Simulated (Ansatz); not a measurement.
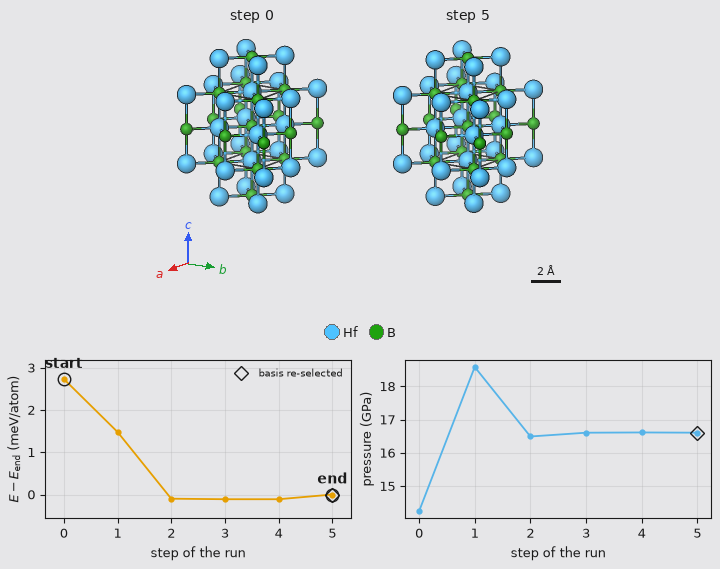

First and last geometry of a relaxation of a crystal of HfB (set up in I4/mmm), with the history of the run. Style: ball-and-stick. Shown: the cell of the calculation, from a free direction.

Case: biaxial strain in the a-b plane of -4.5 %; c and atoms relaxed.

These are results of DFT PBE, scalar-relativistic, plane waves, PAW in Ansatz 0.2.0, not measurements.

The input:
```yaml
crystal:
  lattice:
    - [2.3081378808, 2.3081378808, 0.0]
    - [-2.3081378808, 2.3081378808, 0.0]
    - [0.0, 0.0, 4.9643091174]
  atoms:
    - { symbol: Hf, position: [0.5, 0.5, 0.0] }
    - { symbol: Hf, position: [0.0, 0.0, 0.5] }
    - { symbol: B, position: [0.0, 0.0, 0.0] }
    - { symbol: B, position: [0.5, 0.5, 0.5] }
basis:
  ecutwfc: 420
kpoints:
  mp_grid: { grid: [12, 12, 10] }
hamiltonian:
  xc: pbe
scf:
  occupations: { method: gaussian, width: 0.1 }
output:
  forces: true
  stress: true
  eigenvalues: true
relax:
  adjacent_minimum: "off"
  f_tol: 0.008
  max_steps: 40
  cell: { stress_tol: 0.015, fix: [a, b, gamma] }
```

Launched with:
```bash
ansatz run input.yaml --threads 1 --pin off --max-ram 1331MiB --backend cpu --events-out ev --progress --plain --runs-dir out
```

Did the run converge, and what did it change?

Answer. It converged. After 4 accepted moves (5 points after the start) the energy has fallen by 2.7 meV per atom. All forces vanish by symmetry, so only the cell relaxes. The pressure goes from 14.24 to 16.61 GPa. The SCF was repeated once at an unchanged geometry on a basis and grid sized afresh for the cell, which shifted the energy by 0.1 meV per atom at most. No atom moves by more than 0.005 Å relative to the cell. The volume changes by −1.3 %, with a = b unchanged at 3.264 Å, c 4.964 → 4.900 Å (−1.3 %). Some distances before and after: Hf1–B4 2.482 → 2.450 Å, Hf1–Hf2 3.389 → 3.366 Å. The space group stays I4/mmm (No. 139).

```tsv
step	E − E(0), meV/atom	pressure, GPa	volume, Å³/atom	note
0	0.00	14.24	13.224	
1	-1.25	18.58	12.922	
2	-2.83	16.49	13.060	
3	-2.85	16.61	13.052	
4	-2.85	16.61	13.052	
5	-2.73	16.61	13.052	same geometry, new basis
```
